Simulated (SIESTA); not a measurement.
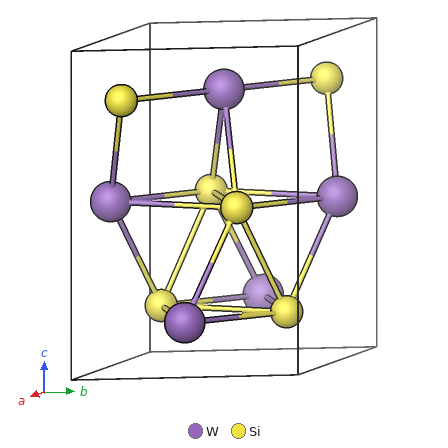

System: Si₂W, space group P6_222 (No. 180). The picture shows the conventional cell.

Starting cell:
```yaml
crystal:
  lattice:
    - [4.61685, 0.00000, 0.00000]
    - [-2.30843, 3.99831, 0.00000]
    - [0.00000, 0.00000, 6.65322]
  atoms:
    - { symbol: W, position: [0.50000, 0.00000, 0.50000] }
    - { symbol: W, position: [0.50000, 0.50000, 0.83333] }
    - { symbol: W, position: [0.00000, 0.50000, 0.16667] }
    - { symbol: Si, position: [0.32725, 0.16363, 0.16667] }
    - { symbol: Si, position: [0.83637, 0.16363, 0.83333] }
    - { symbol: Si, position: [0.16363, 0.32725, 0.50000] }
    - { symbol: Si, position: [0.67275, 0.83637, 0.16667] }
    - { symbol: Si, position: [0.16363, 0.83637, 0.83333] }
    - { symbol: Si, position: [0.83637, 0.67275, 0.50000] }
```

Calculation (SIESTA 5.4.2): DFT in numerical atomic orbitals with pseudopotentials, no spin polarisation; energies at scaled volumes of the given cell, shape and fractions fixed, counted from the fit's minimum, third-order Birch-Murnaghan fit. Level: PBEsol.

- k mesh: 5×5×3
- occupations: Fermi–Dirac
- smearing width: 0.05 eV
- potentials: PseudoDojo 0.4 standard, converted to PSML, two zetas on semicore shells
- program settings: basis DZP, mesh cutoff 800 Ry

Predict the energy and pressure against volume. The volume takes the values 12.83, 13.10, 13.37, 13.65, 13.92, 14.19, 14.46 Å³/atom.

A third-order Birch–Murnaghan fit gives V0 = 13.39 Å³/atom, B0 = 231 GPa and B′ = 4.4. The energy is 18.38 meV/atom at volume 12.83 Å³/atom and 54.27 meV/atom at 14.46 Å³/atom; the lowest computed point is at volume 13.37 Å³/atom (0.02 meV/atom). The pressure falls from 10.90 GPa at volume 12.83 Å³/atom to −15.06 GPa at 14.46 Å³/atom, and changes sign near 13.39 Å³/atom.

```
volume (Å³/atom)  energy (meV/atom)  pressure (GPa)
           12.83              18.38           10.90
           13.10               4.69            5.29
           13.37               0.02            0.32
           13.65               3.42           -4.20
           13.92              14.13           -8.26
           14.19              31.31          -11.83
           14.46              54.27          -15.06
```

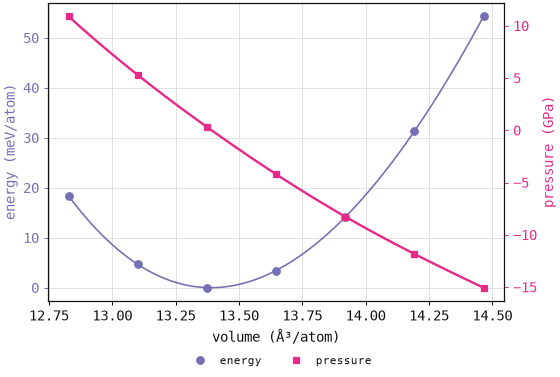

Note: mulliken charges of long orbitals; short basis over semicore shells; shape and atomic fractions are frozen while scaling, which makes layered, chain and framework solids too stiff.
